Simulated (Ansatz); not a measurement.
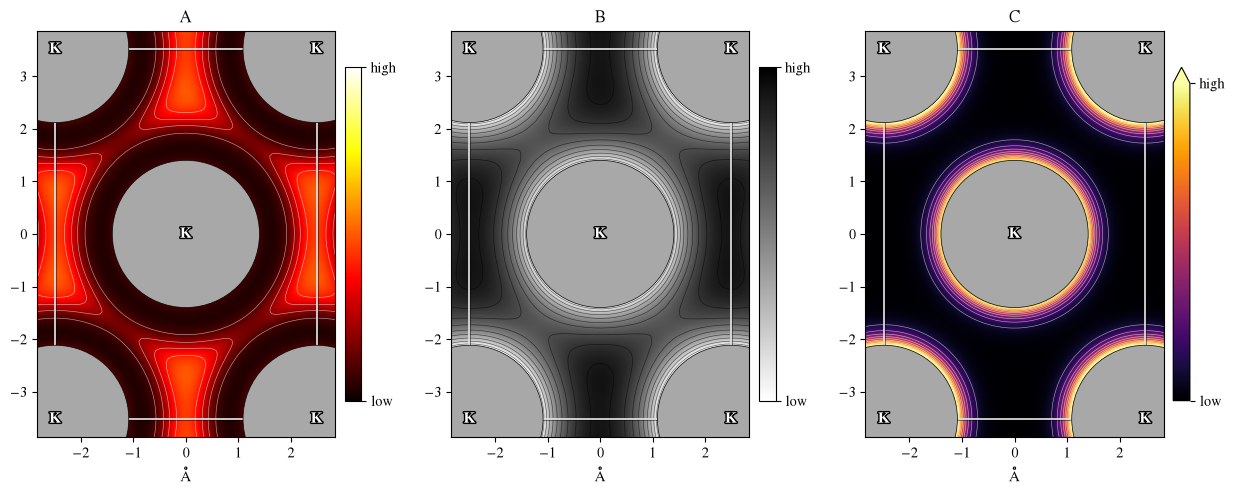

K: 3 fields on the (11̄0) plane of the conventional cell, with unlabelled colour scales. Grey discs cover the atomic cores.

Space group Im-3m; changed on purpose from its base cell (strain -0.050 along x and y, -0.050 along z, atoms carried along); computed without spin polarisation.

The calculation used DFT PBEsol, scalar-relativistic, plane waves, PAW in Ansatz 0.2.0.

```
K
1.0
     4.97420    0.00000    0.00000
     0.00000    4.97420    0.00000
     0.00000    0.00000    4.97420
K
2
Cartesian
  0.0000 0.0000 0.0000
  2.4871 2.4871 2.4871
```

Which field does each panel show? The fields are: electron localisation function, electrostatic potential energy of an electron and valence pseudo-density.

Answer. Panel A: electron localisation function. Panel B: electrostatic potential energy of an electron (low next to the atoms, rising into the space between them). Panel C: valence pseudo-density. From the grid: K–K (4.31 Å): the density is about 0.02 e/Å³ at the midpoint; the ELF is about 0.15 at the midpoint (no shared electron pair shows on this line).
